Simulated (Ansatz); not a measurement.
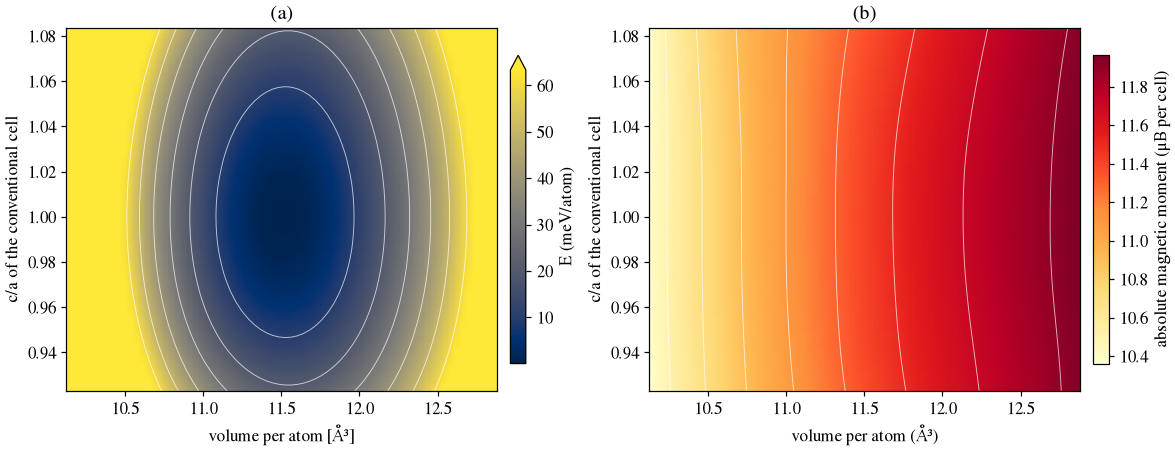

Co (Fd-3m, No. 227; 6 atoms in the cell). The energy is mapped over volume and the cell's shape. First axis: volume per atom. Second axis: c/a of the conventional cell. Nothing is relaxed (symmetry fixes all fractional coordinates). The grid has 7 × 7 points. Points are written as (first, second). Energies: meV/atom, counted from the lowest grid point. The electronic state followed may not be the lowest one. Method: Ansatz 0.2.0, DFT PBE, scalar-relativistic, plane waves, PAW. Settings: cutoff 520 eV, k-mesh 12×12×12, gaussian smearing 0.15 eV, spin-polarised.

Panel (a) is the energy; panel (b) is the computed absolute magnetic moment, in μB per cell.

Drawn: a smooth colour map with a few white contour lines, one colour for all values above the top of the scale. Between grid points the surface is interpolated.

How does the absolute magnetic moment vary over the map, and what is it at the lowest grid point?

It runs from 10.36 μB per cell at (10.12 Å³, 0.923) to 11.96 μB per cell at (12.88 Å³, 1.000). At the lowest grid point, (11.50 Å³, 1.000), it is 11.41 μB per cell.

| c/a of the conventional cell ↓, volume per atom → | 10.12 | 10.58 | 11.04 | 11.50 | 11.96 | 12.42 | 12.88 |
| --- | --- | --- | --- | --- | --- | --- | --- |
| 1.083 | 10.38 | 10.83 | 11.12 | 11.35 | 11.56 | 11.75 | 11.93 |
| 1.055 | 10.38 | 10.81 | 11.13 | 11.38 | 11.60 | 11.78 | 11.95 |
| 1.027 | 10.38 | 10.80 | 11.13 | 11.40 | 11.62 | 11.80 | 11.96 |
| 1.000 | 10.39 | 10.80 | 11.13 | 11.41 | 11.63 | 11.81 | 11.96 |
| 0.974 | 10.38 | 10.80 | 11.13 | 11.40 | 11.62 | 11.80 | 11.96 |
| 0.948 | 10.38 | 10.79 | 11.12 | 11.39 | 11.61 | 11.79 | 11.95 |
| 0.923 | 10.36 | 10.78 | 11.10 | 11.37 | 11.59 | 11.77 | 11.95 |

PAW datasets: the set soft_1.
